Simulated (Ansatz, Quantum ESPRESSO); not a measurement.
# Band offsets of the CdS/CuI(110) superlattice, 5 + 5 layers, a = 5.89 Å, part 5 of 7

How do the band edges meet in the CdS/CuI(110) superlattice, 5 + 5 layers, a = 5.89 Å?

Quantum ESPRESSO 7.5; plane-wave DFT, LDA, GBRV ultrasoft pseudopotentials; cross-check by Ansatz 0.2.0 with PAW datasets.

So far. Step 3 (SCF with pw.x of bulk CdS): The run needed 8 iterations to bring the estimated error under 1e-07 Ry.

## 11. Self-consistent run of the superlattice

The superlattice gives the step of the mean potential between the two crystals; (110) layers are neutral, so no field builds up.

System of this step: CdS/CuI(110) superlattice, 5 + 5 layers, a = 5.89 Å. The cell holds 20 atoms: 5 Cd, 5 S, 5 Cu and 5 I. Cell: a = 5.890 Å, b = 4.165 Å, c = 20.824 Å, α = 90.0°, β = 90.0°, γ = 90.0°. Regions: CdS, 10 atoms (5 Cd and 5 S); CuI, 10 atoms (5 Cu and 5 I). The structure's axis is c.

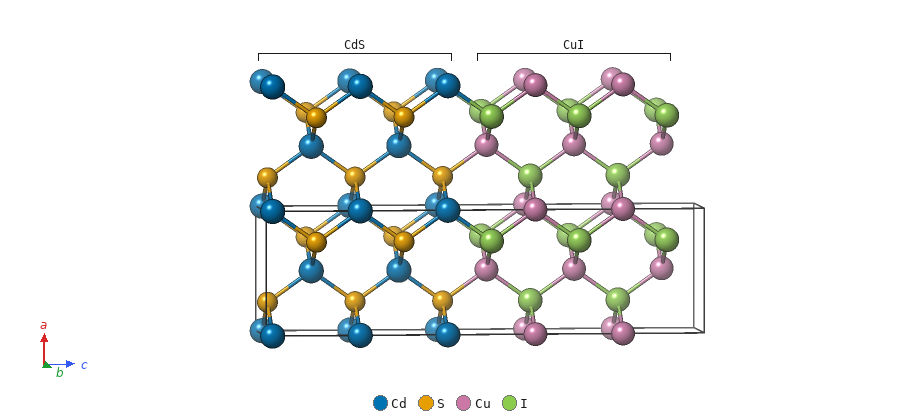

The cell of this step (cadmium blue, sulfur orange, copper pink, iodine green). 2×1×1 cells are drawn. Some periodic images of atoms are drawn too.

ab.in

```
&control
  prefix = 'ab'
  outdir = './out'
  pseudo_dir = './pseudo'
  calculation = 'scf'
  tprnfor = .true.
/
&system
  ibrav = 0
  nat = 20
  ntyp = 4
  ecutwfc = 40
  ecutrho = 200
  occupations = 'smearing'
  smearing = 'fd'
  degauss = 0.002
/
&electrons
  conv_thr = 1e-07
  mixing_beta = 0.5
  electron_maxstep = 120
/
ATOMIC_SPECIES
  Cd  112.4140  cd_lda_v1.uspp.F.UPF
  S   32.0600  s_lda_v1.4.uspp.F.UPF
  Cu  63.5460  cu_lda_v1.2.uspp.F.UPF
  I   126.9045  i_lda_v1.uspp.F.UPF
CELL_PARAMETERS angstrom
  5.89000000000000 0.00000000000000 0.00000000000000
  0.00000000000000 4.16485894120000 0.00000000000000
  0.00000000000000 0.00000000000000 20.82429470590000
ATOMIC_POSITIONS crystal
  Cd  0.000000000000 0.000000000000 0.000000000000
  S   0.250000000000 0.500000000000 0.000000000000
  Cd  0.500000000000 0.500000000000 0.100000000000
  S   0.750000000000 0.000000000000 0.100000000000
  Cd  0.000000000000 0.000000000000 0.200000000000
  S   0.250000000000 0.500000000000 0.200000000000
  Cd  0.500000000000 0.500000000000 0.300000000000
  S   0.750000000000 0.000000000000 0.300000000000
  Cd  0.000000000000 0.000000000000 0.400000000000
  S   0.250000000000 0.500000000000 0.400000000000
  Cu  0.500000000000 0.500000000000 0.500000000000
  I   0.750000000000 0.000000000000 0.500000000000
  Cu  0.000000000000 0.000000000000 0.600000000000
  I   0.250000000000 0.500000000000 0.600000000000
  Cu  0.500000000000 0.500000000000 0.700000000000
  I   0.750000000000 0.000000000000 0.700000000000
  Cu  0.000000000000 0.000000000000 0.800000000000
  I   0.250000000000 0.500000000000 0.800000000000
  Cu  0.500000000000 0.500000000000 0.900000000000
  I   0.750000000000 0.000000000000 0.900000000000
K_POINTS automatic
  6 8 1 0 0 0
```

Command:

```
$ OMP_NUM_THREADS=1 mpirun -n 4 pw.x -nk 2 -in ab.in > ab.out
```

The program printed:

```text
[banner, memory and clock lines left out]
Program PWSCF v.7.5 starts

          URL

     Message from routine setup:
     using ibrav=0 with symmetry is DISCOURAGED, use correct ibrav instead

     bravais-lattice index     =            0
     lattice parameter (alat)  =      11.1305  a.u.
     unit-cell volume          =    3447.3271 (a.u.)^3
     number of atoms/cell      =           20
     number of atomic types    =            4
     number of electrons       =       220.00
     number of Kohn-Sham states=          132
     kinetic-energy cutoff     =      40.0000  Ry
     charge density cutoff     =     200.0000  Ry
     scf convergence threshold =      1.0E-07
     mixing beta               =       0.5000
     number of iterations used =            8  plain     mixing
     Exchange-correlation= SLA  PZ   NOGX NOGC
                           (   1   1   0   0   0   0   0)

     celldm(1)=  11.130487  celldm(2)=   0.000000  celldm(3)=   0.000000
     celldm(4)=   0.000000  celldm(5)=   0.000000  celldm(6)=   0.000000

     crystal axes: (cart. coord. in units of alat)
               a(1) = (   1.000000   0.000000   0.000000 )
               a(2) = (   0.000000   0.707107   0.000000 )
               a(3) = (   0.000000   0.000000   3.535534 )

     reciprocal axes: (cart. coord. in units 2 pi/alat)
               b(1) = (  1.000000  0.000000  0.000000 )
               b(2) = (  0.000000  1.414214  0.000000 )
               b(3) = (  0.000000  0.000000  0.282843 )

     PseudoPot. # 1 for Cd read from file:
     ./pseudo/cd_lda_v1.uspp.F.UPF
     Pseudo is Ultrasoft + core correction, Zval = 12.0
     Generated by new atomic code, or converted to UPF format
     Using radial grid of  889 points,  6 beta functions with:
                l(1) =   0
                l(2) =   0
                l(3) =   1
                l(4) =   1
                l(5) =   2
                l(6) =   2
     Q(r) pseudized with  6 coefficients,  rinner =    1.000   1.000   1.000
                                                       1.000   1.000

     PseudoPot. # 2 for S  read from file:
     ./pseudo/s_lda_v1.4.uspp.F.UPF
     Pseudo is Ultrasoft + core correction, Zval =  6.0
     Generated by new atomic code, or converted to UPF format
     Using radial grid of  907 points,  6 beta functions with:
                l(1) =   0
                l(2) =   0
                l(3) =   1
                l(4) =   1
                l(5) =   2
                l(6) =   2
     Q(r) pseudized with  8 coefficients,  rinner =    1.300   1.300   1.300
                                                       1.300   1.300

     PseudoPot. # 3 for Cu read from file:
     ./pseudo/cu_lda_v1.2.uspp.F.UPF
     Pseudo is Ultrasoft + core correction, Zval = 19.0
     Generated by new atomic code, or converted to UPF format
     Using radial grid of  867 points,  6 beta functions with:
                l(1) =   0
                l(2) =   0
                l(3) =   1
                l(4) =   1
                l(5) =   2
                l(6) =   2
     Q(r) pseudized with  8 coefficients,  rinner =    1.150   1.150   1.150
                                                       1.150   1.150

     PseudoPot. # 4 for I  read from file:
     ./pseudo/i_lda_v1.uspp.F.UPF
     Pseudo is Ultrasoft + core correction, Zval =  7.0
     Generated by new atomic code, or converted to UPF format
     Using radial grid of  893 points,  6 beta functions with:
                l(1) =   0
                l(2) =   0
                l(3) =   1
                l(4) =   1
                l(5) =   2
                l(6) =   2
     Q(r) pseudized with  8 coefficients,  rinner =    1.500   1.500   1.500
                                                       1.500   1.500

     atomic species   valence    mass     pseudopotential
     Cd               12.00   112.41400     Cd( 1.00)
     S                 6.00    32.06000     S ( 1.00)
     Cu               19.00    63.54600     Cu( 1.00)
     I                 7.00   126.90450     I ( 1.00)

      2 Sym. Ops. (no inversion) found

   Cartesian axes

     site n.     atom                  positions (alat units)
         1        Cd     tau(   1) = (   0.0000000   0.0000000   0.0000000  )
         2        S      tau(   2) = (   0.2500000   0.3535534   0.0000000  )
         3        Cd     tau(   3) = (   0.5000000   0.3535534   0.3535534  )
         4        S      tau(   4) = (   0.7500000   0.0000000   0.3535534  )
         5        Cd     tau(   5) = (   0.0000000   0.0000000   0.7071068  )
         6        S      tau(   6) = (   0.2500000   0.3535534   0.7071068  )
         7        Cd     tau(   7) = (   0.5000000   0.3535534   1.0606602  )
         8        S      tau(   8) = (   0.7500000   0.0000000   1.0606602  )
         9        Cd     tau(   9) = (   0.0000000   0.0000000   1.4142136  )
        10        S      tau(  10) = (   0.2500000   0.3535534   1.4142136  )
        11        Cu     tau(  11) = (   0.5000000   0.3535534   1.7677670  )
        12        I      tau(  12) = (   0.7500000   0.0000000   1.7677670  )
        13        Cu     tau(  13) = (   0.0000000   0.0000000   2.1213203  )
        14        I      tau(  14) = (   0.2500000   0.3535534   2.1213203  )
        15        Cu     tau(  15) = (   0.5000000   0.3535534   2.4748737  )
        16        I      tau(  16) = (   0.7500000   0.0000000   2.4748737  )
        17        Cu     tau(  17) = (   0.0000000   0.0000000   2.8284271  )
        18        I      tau(  18) = (   0.2500000   0.3535534   2.8284271  )
        19        Cu     tau(  19) = (   0.5000000   0.3535534   3.1819805  )
        20        I      tau(  20) = (   0.7500000   0.0000000   3.1819805  )

     number of k points=    20  Fermi-Dirac smearing, width (Ry)=  0.0020
                       cart. coord. in units 2pi/alat
        k(    1) = (   0.0000000   0.0000000   0.0000000), wk =   0.0416667
        k(    2) = (   0.0000000   0.1767767   0.0000000), wk =   0.0833333
        k(    3) = (   0.0000000   0.3535534   0.0000000), wk =   0.0833333
        k(    4) = (   0.0000000   0.5303301   0.0000000), wk =   0.0833333
        k(    5) = (   0.0000000  -0.7071068   0.0000000), wk =   0.0416667
        k(    6) = (   0.1666667   0.0000000   0.0000000), wk =   0.0833333
        k(    7) = (   0.1666667   0.1767767   0.0000000), wk =   0.1666667
        k(    8) = (   0.1666667   0.3535534   0.0000000), wk =   0.1666667
        k(    9) = (   0.1666667   0.5303301   0.0000000), wk =   0.1666667
        k(   10) = (   0.1666667  -0.7071068   0.0000000), wk =   0.0833333
[...]
4.6353   4.8438   4.9129   4.9591   4.9677   5.0190   5.0434   5.0541
     5.0869   5.1305   5.1405   5.3365   5.4189   5.4255   5.4540   5.5308
     5.5372   5.5766   5.6134   5.6241   5.6409   5.6448   8.5575   8.5945
     8.7344   8.7388   9.1002   9.1294   9.3234   9.4179   9.6503   9.6612
     9.8582  10.0920  10.8800  11.1365  11.1521  11.1725  11.7639  11.8185
    11.9419  12.0292  12.1496  12.1813

          k =-0.5000 0.1768 0.0000 ( 14724 PWs)   bands (ev):

  -104.6083-104.6082-104.5789-104.2525-104.2521 -62.4859 -62.4859 -62.4830
   -62.4828 -62.4798 -62.4798 -62.4550 -62.4527 -62.4524 -62.1552 -62.1549
   -62.1544 -62.1541 -62.0703 -62.0699  -7.8463  -7.8233  -7.5619  -7.5166
    -7.4306  -6.0413  -5.9706  -5.9666  -5.7742  -5.7608  -2.1084  -2.1071
    -1.9858  -1.9849  -1.8675  -1.8660  -1.8113  -1.8049  -1.7709  -1.7673
    -1.6301  -1.6169  -1.6008  -1.5808  -1.5247  -1.4463  -1.4280  -1.3276
    -1.2982  -1.2957  -1.2876  -1.2806  -1.2635  -1.1458  -1.0950   0.5620
     0.6570   0.8788   1.0903   1.2314   1.4797   1.6604   2.0236   2.1845
     2.2230   2.2426   2.2538   2.3287   2.4188   2.4269   2.4563   2.5398
     2.7786   3.4710   3.5133   4.0461   4.0942   4.1002   4.1100   4.1546
     4.1669   4.1741   4.1817   4.2742   4.2978   4.3840   4.4206   4.4610
     4.4941   4.5887   4.6444   4.7023   4.7395   4.8361   4.9948   4.9990
     5.0223   5.0447   5.0715   5.1112   5.1725   5.2161   5.3019   5.4974
     5.5403   5.5667   5.5792   5.6920   5.6962   5.7152   9.0219   9.0234
     9.1664   9.1835   9.2682   9.3492   9.6311   9.7967   9.8632   9.9517
    10.2932  10.3791  11.0832  11.2550  11.3092  11.3303  11.4693  11.5568
    11.7203  11.8202  11.9916  12.0829

          k =-0.5000 0.3536 0.0000 ( 14776 PWs)   bands (ev):

  -104.6083-104.6082-104.5789-104.2525-104.2521 -62.4859 -62.4858 -62.4830
   -62.4828 -62.4799 -62.4798 -62.4551 -62.4527 -62.4524 -62.1553 -62.1549
   -62.1544 -62.1540 -62.0703 -62.0699  -7.7649  -7.7437  -7.4724  -7.4317
    -7.3451  -5.9917  -5.9236  -5.9171  -5.7243  -5.7119  -2.0920  -2.0914
    -1.9713  -1.9702  -1.8387  -1.8376  -1.7742  -1.7714  -1.7673  -1.7589
    -1.6165  -1.5893  -1.5852  -1.5769  -1.4097  -1.3711  -1.3619  -1.3269
    -1.3172  -1.2998  -1.2942  -1.2551  -1.2088  -1.0362  -1.0022   0.7378
     0.8068   0.8729   1.0079   1.1108   1.2813   1.4360   1.8118   1.8787
     1.9880   2.1390   2.1451   2.2689   2.3623   2.3839   2.4334   2.4485
     2.4616   3.1433   3.2492   3.7265   3.7875   3.8711   4.0599   4.0856
     4.1063   4.1075   4.1582   4.1633   4.1690   4.2367   4.2683   4.3386
     4.4265   4.4581   4.5017   4.5389   4.5592   4.6120   4.7170   4.7335
     4.7570   4.8211   4.9192   4.9995   5.0768   5.1354   5.1945   5.3288
     5.3765   5.5496   5.5860   5.5893   5.6740   5.6866   9.0859   9.2074
     9.6586   9.8009   9.8070   9.8331   9.8766   9.9669  10.0814  10.0860
    11.1188  11.2041  11.2798  11.3971  11.4540  11.5420  11.6582  11.7638
    11.7904  11.7945  12.0509  12.0831

          k =-0.5000 0.5303 0.0000 ( 14736 PWs)   bands (ev):

  -104.6083-104.6082-104.5789-104.2525-104.2521 -62.4859 -62.4858 -62.4830
   -62.4828 -62.4800 -62.4799 -62.4552 -62.4527 -62.4524 -62.1553 -62.1550
   -62.1544 -62.1540 -62.0702 -62.0699  -7.6795  -7.6602  -7.3781  -7.3423
    -7.2552  -5.9419  -5.8764  -5.8675  -5.6747  -5.6632  -2.0663  -2.0660
    -1.9562  -1.9555  -1.8600  -1.8591  -1.7330  -1.7307  -1.7278  -1.7154
    -1.5922  -1.5755  -1.5629  -1.5627  -1.3649  -1.3324  -1.3179  -1.3103
    -1.2838  -1.2831  -1.2468  -1.1995  -1.0454  -0.9099  -0.8832   0.5694
     0.5703   0.8060   0.8811   1.0015   1.1839   1.2512   1.5651   1.7841
     1.8428   1.9198   1.9295   2.1134   2.1470   2.3035   2.3736   2.4182
     2.4206   2.9346   3.0697   3.4676   3.5457   3.7469   4.0077   4.0321
     4.0766   4.1175   4.1229   4.1395   4.1565   4.1647   4.2411   4.2589
     4.3501   4.4029   4.4265   4.4507   4.4526   4.4924   4.5106   4.5774
     4.6342   4.7327   4.7681   4.8757   4.9690   4.9816   5.1863   5.2690
     5.2803   5.3412   5.5045   5.5322   5.5904   5.6374   8.7061   8.7677
     9.6005   9.6680   9.6754   9.6984  10.4019  10.4872  10.5076  10.5171
    11.1516  11.2018  11.4036  11.4373  11.4500  11.5015  11.5117  11.5827
    11.8239  11.9979  12.1017  12.1027

          k =-0.5000-0.7071 0.0000 ( 14760 PWs)   bands (ev):

  -104.6083-104.6082-104.5789-104.2525-104.2521 -62.4859 -62.4858 -62.4830
   -62.4828 -62.4800 -62.4799 -62.4552 -62.4527 -62.4524 -62.1553 -62.1550
   -62.1544 -62.1540 -62.0702 -62.0699  -7.6429  -7.6244  -7.3374  -7.3038
    -7.2165  -5.9212  -5.8568  -5.8469  -5.6542  -5.6431  -2.0533  -2.0531
    -1.9495  -1.9473  -1.8756  -1.8742  -1.7159  -1.7101  -1.7095  -1.6967
    -1.5747  -1.5720  -1.5602  -1.5547  -1.3746  -1.3290  -1.3151  -1.2972
    -1.2828  -1.2674  -1.1729  -1.1417  -0.9480  -0.8450  -0.8168   0.4129
     0.4132   0.7171   0.7315   0.9268   1.1676   1.2236   1.5534   1.6725
     1.7161   1.7555   1.8715   2.0435   2.1765   2.2622   2.3749   2.3859
     2.4391   2.8828   3.0771   3.4435   3.6287   3.7587   3.7765   4.0736
     4.1090   4.1173   4.1216   4.1236   4.1675   4.1758   4.1873   4.1917
     4.2387   4.2931   4.3736   4.3949   4.4434   4.4687   4.5095   4.5287
     4.5338   4.7696   4.7811   4.8170   4.9072   5.0795   5.1110   5.1481
     5.1556   5.3335   5.4229   5.4539   5.6084   5.6496   8.5156   8.5501
     9.5487   9.6087   9.6132   9.6338  10.6876  10.7136  10.7603  10.8524
    10.9981  11.1275  11.1338  11.2156  11.2291  11.3242  11.4469  11.5096
    11.9596  12.1274  12.1577  12.3323

     the Fermi energy is     6.7084 ev

!    total energy              =   -3034.68821798 Ry
     estimated scf accuracy    <       0.00000008 Ry
     smearing contrib. (-TS)   =      -0.00000002 Ry
     internal energy E=F+TS    =   -3034.68821797 Ry

     The total energy is F=E-TS. E is the sum of the following terms:
     one-electron contribution =   -2632.04649040 Ry
     hartree contribution      =    1428.31220782 Ry
     xc contribution           =    -665.89072931 Ry
     ewald contribution        =   -1165.06320608 Ry

     convergence has been achieved in  22 iterations

     negative rho (up, down):  9.621E-02 0.000E+00

     Forces acting on atoms (cartesian axes, Ry/au):

     atom    1 type  1   force =     0.05579696    0.00000000    0.07292072
     atom    2 type  2   force =     0.01651777    0.00000000   -0.02665233
     atom    3 type  1   force =    -0.00274023    0.00000000   -0.00131204
     atom    4 type  2   force =    -0.00082860    0.00000000   -0.00002601
     atom    5 type  1   force =     0.00175366    0.00000000    0.00010110
     atom    6 type  2   force =    -0.00032497    0.00000000   -0.00000860
     atom    7 type  1   force =    -0.00274194    0.00000000    0.00134292
     atom    8 type  2   force =    -0.00082886    0.00000000    0.00001486
     atom    9 type  1   force =     0.05576897    0.00000000   -0.07303701
     atom   10 type  2   force =     0.01651466    0.00000000    0.02665456
     atom   11 type  3   force =    -0.02415362    0.00000000   -0.03088824
     atom   12 type  4   force =    -0.04803670    0.00000000    0.06135752
     atom   13 type  3   force =     0.00146407    0.00000000    0.00129069
     atom   14 type  4   force =     0.00171834    0.00000000   -0.00320215
     atom   15 type  3   force =    -0.00059791    0.00000000   -0.00000031
     atom   16 type  4   force =    -0.00018741    0.00000000    0.00000033
     atom   17 type  3   force =     0.00145766    0.00000000   -0.00125695
     atom   18 type  4   force =     0.00171797    0.00000000    0.00320185
     atom   19 type  3   force =    -0.02423232    0.00000000    0.03085319
     atom   20 type  4   force =    -0.04803750    0.00000000   -0.06135411

     Total force =     0.184716     Total SCF correction =     0.001034

     XML data file, charge density, pseudopotentials, collected wavefunctions

                                        0.00s GPU  (    1709 calls)
```

Wall time 18 min (4 MPI ranks of Arm Neoverse V1, shared host); peak memory 1.7 GiB; 71 min of CPU time.

This step gave:

* free energy: -41289.0366 eV
* Fermi energy: 6.708 eV

The program's own clock; routines nest. Time by routine:

```tsv
routine	wall time (s)	calls
PWSCF	1067	1
electrons	1048	1
c_bands	961.9	22
cegterg	913.4	220
h_psi	421	1709
fftw	210.4	233276
vloc_psi	202.6	1709
calbec	144.1	1969
h_psi:calbec	108.2	1709
add_vuspsi	107	1709
s_psi	106.8	1709
sum_band	73.83	22
cdiaghg	41.39	1699
newd	12.36	23
```

The run needed 22 iterations to bring the estimated error under 1e-07 Ry; the largest force on any atom, held or free, is 2.36 eV/Å.

## 12. Potential by pp.x of the superlattice

ab.pot.in

```
&inputpp
  prefix = 'ab'
  outdir = './out'
  filplot = 'ab.pot.dat'
  plot_num = 11
/
```

Command:

```
$ OMP_NUM_THREADS=1 mpirun -n 4 pp.x -in ab.pot.in > ab.pot.out
```

The program printed:

```text
[banner, memory and clock lines left out]
Program POST-PROC v.7.5 starts

          URL

     ./out/ab.save/

     IMPORTANT: XC functional enforced from input :
     Exchange-correlation= PZ
                           (   1   1   0   0   0   0   0)
     Any further DFT definition will be discarded
     Please, verify this is what you really want

     Check: negative core charge=   -0.000002

     negative rho (up, down):  9.621E-02 0.000E+00

     Calling punch_plot, plot_num =  11
     Writing data to file  ab.pot.dat
     Message from routine chdens:
     namelist plot not found or invalid, exiting
```

Elapsed: 1.8 s, on 4 MPI ranks; peak memory 0.17 GiB; 6.8 s of CPU time.

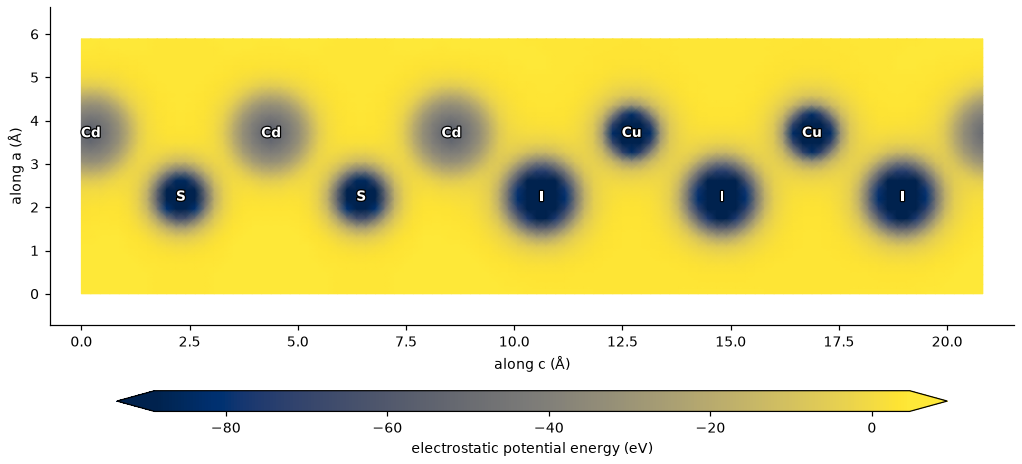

Electrostatic potential energy in the ca plane at fractional y = 0.000, with atoms of Cd and S and I and Cu within 0.2 Å of it. With pseudopotentials it is smooth inside the atoms' cores, unlike the true potential. The map starts off the cell's origin, so that atoms lie inside it.

## 13. Macroscopic average of the superlattice

ab.avg.in

```
1
ab.pot.dat
1.0
200
3
7.8704427465
```

Command:

```
$ OMP_NUM_THREADS=1 average.x < ab.avg.in > ab.avg.out
```

The program printed:

```text
[banner, memory and clock lines left out]
Program AVERAGE v.7.5 starts

          URL

     Reading header from file  ab.pot.dat
     Reading data from file  ab.pot.dat
     Output written to file avg.dat

[...]
```

The job ended after 0.57 s (1 MPI rank; peak memory 0.12 GiB).

Read from the output:

```
average.x's running mean in the CdS layers, on the run's own zero                  : 3.974 eV
slope of the running mean in the CdS layers                                        : -7.46e-4 eV/Å
mean potential by an exact Fourier window in the CdS layers, on the run's own zero : 3.974 eV
average.x's running mean in the CuI layers, on the run's own zero                  : 0.9898 eV
slope of the running mean in the CuI layers                                        : 3.04e-4 eV/Å
mean potential by an exact Fourier window in the CuI layers, on the run's own zero : 0.9898 eV
```

Electrostatic potential energy of an electron; zero at the Fermi level; window 4.1649 Å. The potential energy, running mean by z:

```tsv
z (Å)	potential energy, running mean (eV)
0	-3.50
2	-2.75
4	-2.73
6	-2.74
8	-3.13
10	-4.53
12	-5.70
14	-5.72
16	-5.72
18	-5.59
20	-4.18
```

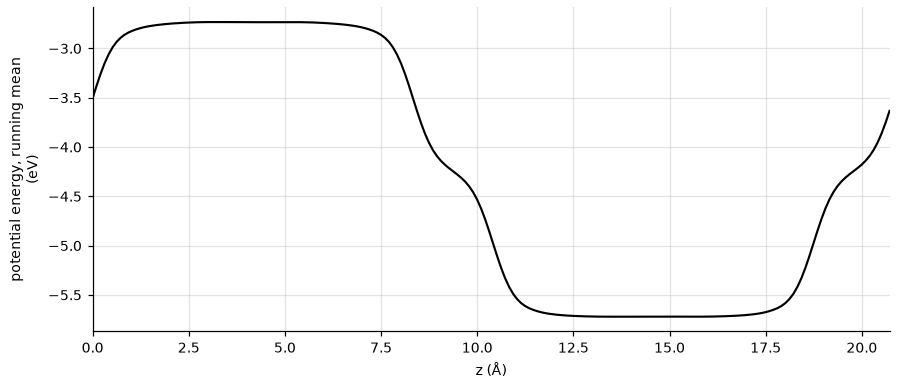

Potential energy, running mean, plotted against z.

(Part 5 of 7 ends here.)

[Logs are printed without paths, hosts, clocks, repeated set-up lines and the standing remarks that a program may print on its own settings, such as how far it seeks lower states.]

[Hosts, paths, dates, database ids (printed as entryN), source tags and the programs' standing remarks are cut or masked in the printed files.]

[Maps of the electrostatic potential energy from Ansatz leave out the sawtooth potential of an applied field or a dipole correction, so their vacuum need not be flat; planar profiles and work functions include it.]
